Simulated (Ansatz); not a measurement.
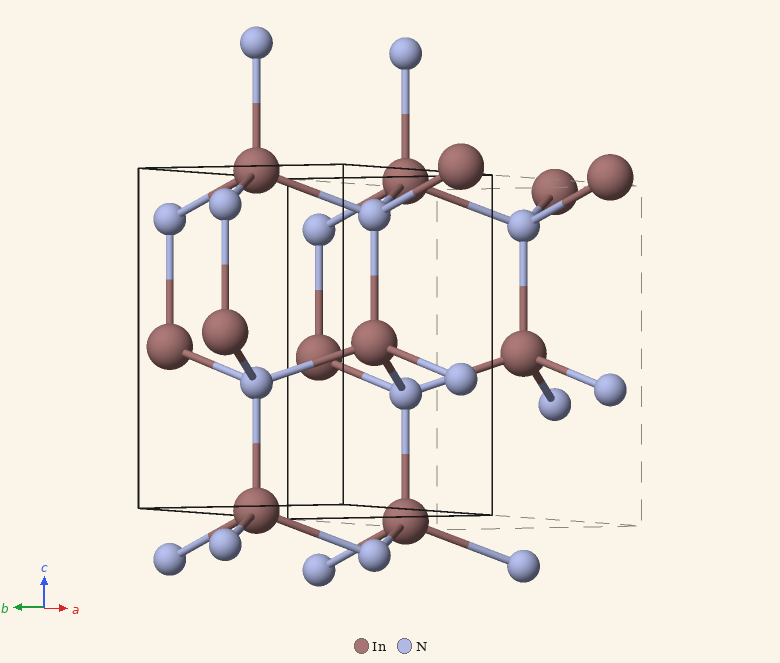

InN (space group P6_3mc, No. 186): a calculation's input that goes back to an entry of the Crystallography Open Database (an earlier step may have relaxed or displaced it).

Bonds are taken as In–N below 2.4 Å; no other contact counts. Atoms with one bond or none are removed and atoms with two bonds are replaced by edges, until no such atom is left.

> What kind of net remains, and which atoms are its nodes?

A uninodal 4-connected, three-periodic net: In and N are 4-connected nodes.

> Which named net is it?

It is the lon net, known from lonsdaleite, wurtzite and tridymite.

> Is the net interpenetrated?

It is a single net, without interpenetration.

> Give the point symbol of each node (shortest cycle at each angle).

In and N: 6^6.

> How many nodes does the smallest cycle have?

Six.

The simplified net, drawn on the atoms' positions. Nodes are coloured by element. Edges to nodes outside the piece are drawn as stubs.

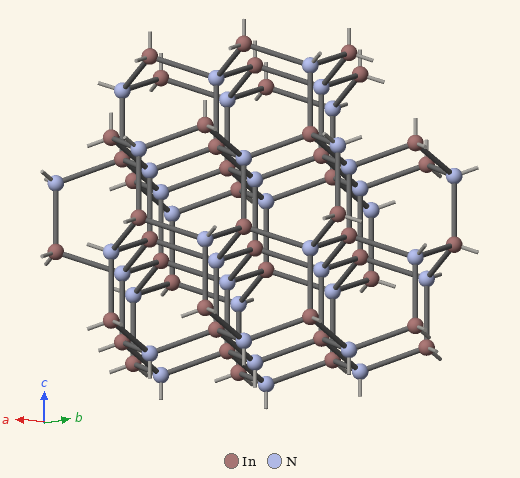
